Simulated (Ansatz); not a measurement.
Si$_{31}$Ni$_{17}$

```cif
data_structure
_symmetry_space_group_name_H-M 'P 1'
_symmetry_Int_Tables_number 1
_cell_length_a 10.7418
_cell_length_b 10.7418
_cell_length_c 5.3709
_cell_angle_alpha 90.000
_cell_angle_beta 90.000
_cell_angle_gamma 90.000
_cell_volume 619.72
loop_
_atom_site_label
_atom_site_type_symbol
_atom_site_fract_x
_atom_site_fract_y
_atom_site_fract_z
_atom_site_occupancy
Ni1 Ni 0.87617 0.87617 0.75091 1
Ni2 Ni 0.87527 0.37536 0.74567 1
Ni3 Ni 0.37536 0.87527 0.74567 1
Ni4 Ni 0.36777 0.36777 0.76993 1
Ni5 Ni 0.87617 0.12383 0.24909 1
Ni6 Ni 0.87527 0.62464 0.25433 1
Ni7 Ni 0.37536 0.12473 0.25433 1
Ni8 Ni 0.36777 0.63223 0.23007 1
Ni9 Ni 0.12383 0.87617 0.24909 1
Ni10 Ni 0.12473 0.37536 0.25433 1
Ni11 Ni 0.62464 0.87527 0.25433 1
Ni12 Ni 0.63223 0.36777 0.23007 1
Ni13 Ni 0.12383 0.12383 0.75091 1
Ni14 Ni 0.12473 0.62464 0.74567 1
Ni15 Ni 0.62464 0.12473 0.74567 1
Ni16 Ni 0.63223 0.63223 0.76993 1
Si1 Si 0.00000 0.00000 0.00000 1
Si2 Si 0.00000 0.50000 0.00000 1
Si3 Si 0.50000 0.00000 0.00000 1
Si4 Si 0.50000 0.50000 0.00000 1
Si5 Si 0.25001 0.25001 0.50348 1
Si6 Si 0.25001 0.74999 0.49652 1
Si7 Si 0.74999 0.25001 0.49652 1
Si8 Si 0.74999 0.74999 0.50348 1
Si9 Si 0.00000 0.25035 0.50000 1
Si10 Si 0.00000 0.74965 0.50000 1
Si11 Si 0.50000 0.26605 0.50000 1
Si12 Si 0.50000 0.73395 0.50000 1
Si13 Si 0.25102 0.00000 0.00000 1
Si14 Si 0.24829 0.50000 0.00000 1
Si15 Si 0.74898 0.00000 0.00000 1
Si16 Si 0.75171 0.50000 0.00000 1
Si17 Si 0.25035 0.00000 0.50000 1
Si18 Si 0.26605 0.50000 0.50000 1
Si19 Si 0.74965 0.00000 0.50000 1
Si20 Si 0.73395 0.50000 0.50000 1
Si21 Si 0.00000 0.25102 0.00000 1
Si22 Si 0.00000 0.74898 0.00000 1
Si23 Si 0.50000 0.24829 0.00000 1
Si24 Si 0.50000 0.75171 0.00000 1
Si25 Si 0.24786 0.24786 0.00845 1
Si26 Si 0.24786 0.75214 0.99155 1
Si27 Si 0.75214 0.24786 0.99155 1
Si28 Si 0.75214 0.75214 0.00845 1
Si29 Si 0.00000 0.00000 0.50000 1
Si30 Si 0.00000 0.50000 0.50000 1
Si31 Si 0.50000 0.00000 0.50000 1
Ni17 Ni 0.50000 0.50000 0.50000 1
```

Space group P-42m; a generated structure, not necessarily the stable one; computed without spin polarisation.

Computed with DFT PBEsol, scalar-relativistic, plane waves, PAW in Ansatz 0.2.0.

Core electrons are frozen (PAW), and the valence fields are smoothed inside the atomic spheres.

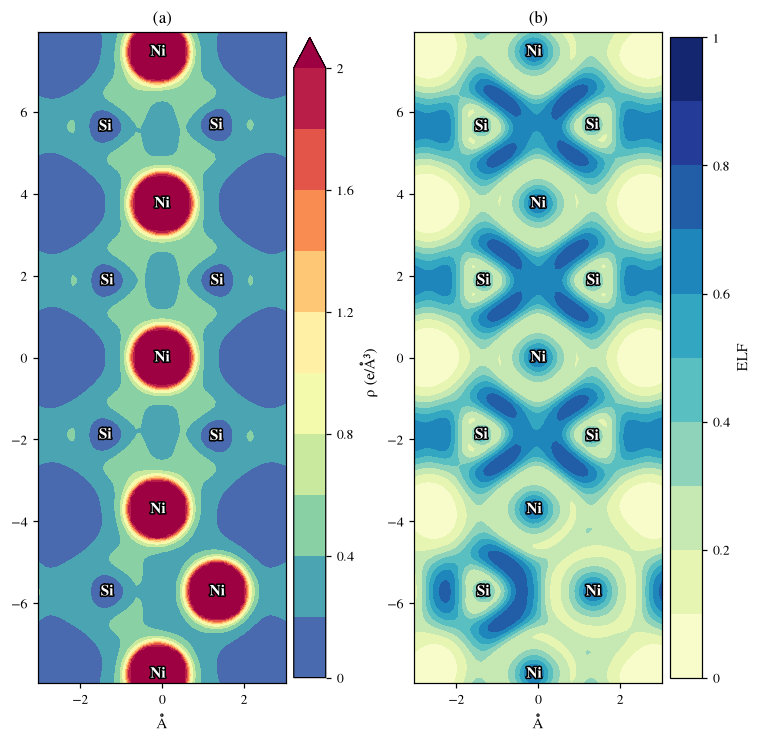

Figure 1. (a) valence electron density; (b) electron localisation function on the (110) plane of the conventional cell.

**Read the bonding off the picture.**

- The plane passes through Ni and Si nuclei.
- Si–Ni (2.23 Å): the density is about 0.57 e/Å³ at the midpoint; the ELF peaks at about 0.80 in the valence shell of Si, 0.8 Å from its nucleus, and is about 0.55 at the midpoint.
- Si–Ni (2.31 Å): ρ is about 0.5 e/Å³ halfway; the ELF peaks at about 0.75 in the valence shell of Si, 0.9 Å from its nucleus, and is about 0.55 at the midpoint.
- The density dies away to nearly zero in the voids.
- The features right at Ni lie inside the PAW spheres, where the map follows smoothed inner orbitals and isn't to be read closely.

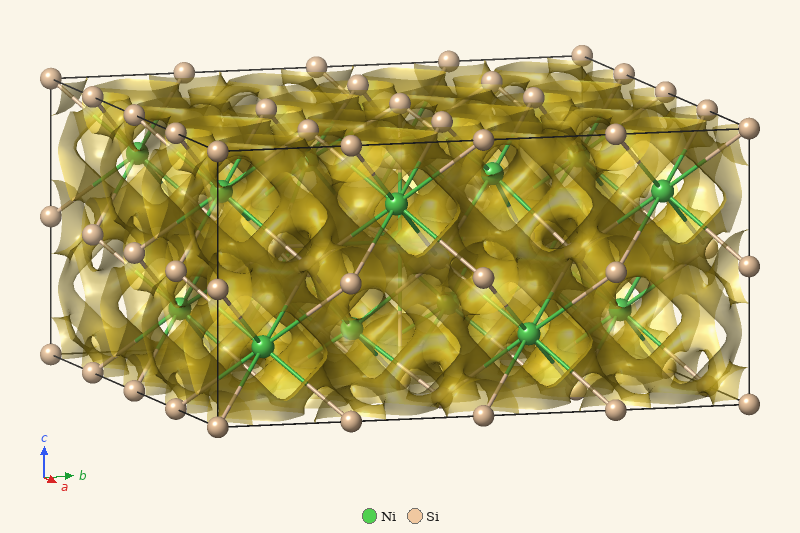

Figure 2. Isosurface of the ELF at 0.55 (yellow), seen slightly off an axis. Only the valence region is drawn (cores and ρ < 0.01 e/Å³ removed). Sticks mark near contacts.

**Describe the localisation domains.**

At this value the surface marks out one network that runs through the whole crystal, counted in one cell of 48 atoms. Regions shared between cells count once. Along the contacts the grid gives the following. Si–Ni (2.28 Å): the ELF peaks at about 0.80 in the valence shell of Si, 0.9 Å from its nucleus, and is about 0.55 at the midpoint.

**Does the calculation give a band gap?**

It is metallic or semimetallic at this level of theory: no gap opens.
